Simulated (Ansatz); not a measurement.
System: TiAl₂, space group Cmmm (No. 65).

Structure:
```
CELL_PARAMETERS angstrom
1.95033 -6.02628 0.00000
1.95033 6.02628 0.00000
0.00000 0.00000 3.97242
ATOMIC_POSITIONS crystal
Ti 0.65622 0.34378 0.00000
Ti 0.34378 0.65622 0.00000
Al 0.00000 0.00000 0.00000
Al 0.82710 0.17290 0.50000
Al 0.17290 0.82710 0.50000
Al 0.50000 0.50000 0.50000
```

Input of one of the runs behind the figure:
```
crystal:
  lattice:
    - [1.9479584882, -6.0221700464, 0.0]
    - [1.9479584882, 6.0221700464, 0.0]
    - [0.0, 0.0, 3.9748645381]
  atoms:
    - { symbol: Ti, position: [0.6564554759, 0.3435445241, 0.0] }
    - { symbol: Ti, position: [0.3435445241, 0.6564554759, 0.0] }
    - { symbol: Al, position: [0.0, 0.0, 0.0] }
    - { symbol: Al, position: [0.8270265056, 0.1729734944, 0.5] }
    - { symbol: Al, position: [0.1729734944, 0.8270265056, 0.5] }
    - { symbol: Al, position: [0.5, 0.5, 0.5] }
basis:
  ecutwfc: 420
kpoints:
  mp_grid: { grid: [10, 10, 10] }
hamiltonian:
  xc: pbesol
scf:
  occupations: { method: gaussian, width: 0.1 }
output:
  forces: true
  stress: true
  eigenvalues: true
relax:
  adjacent_minimum: "off"
  f_tol: 0.005
  max_steps: 80
  cell: { stress_tol: 0.05 }
```

Launched with:
```bash
ansatz run input.yaml --threads 1 --pin off --max-ram 2560MiB --backend cpu --events-out ev --progress --plain --runs-dir out
```

Computed with Ansatz 0.2.0: third-order Birch-Murnaghan fit to density functional energies at scaled volumes of the given relaxed cell, shape and atoms relaxed at each volume; energies count from the fitted minimum; plane waves with PAW datasets, Γ-centred k mesh. Level: PBEsol, no spin polarisation.

```csv
setting,value
wave cutoff,420 eV
k mesh,10×10×10
occupations,Gaussian
smearing width,0.1 eV
```

Predict the energy above the minimum and pressure against volume. The volume takes the values 14.629, 15.096, 15.563, 16.030, 16.497 Å³/atom.

A third-order Birch–Murnaghan fit gives V0 = 15.56 Å³/atom, B0 = 115 GPa and B′ = 4.0. The energy above the minimum is 22.2 meV/atom at volume 14.629 Å³/atom and 18.2 meV/atom at 16.497 Å³/atom; the lowest computed point is at volume 15.563 Å³/atom (0.0 meV/atom), and no other minimum shows. The pressure falls from 8.03 GPa at volume 14.629 Å³/atom to −5.94 GPa at 16.497 Å³/atom, and changes sign near 15.56 Å³/atom. The solid is metallic at every point.

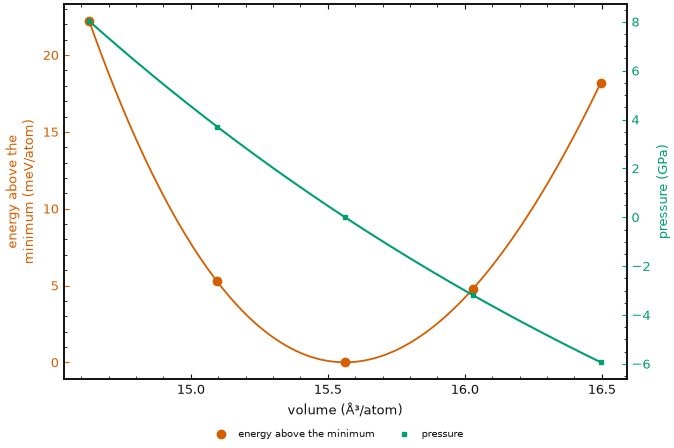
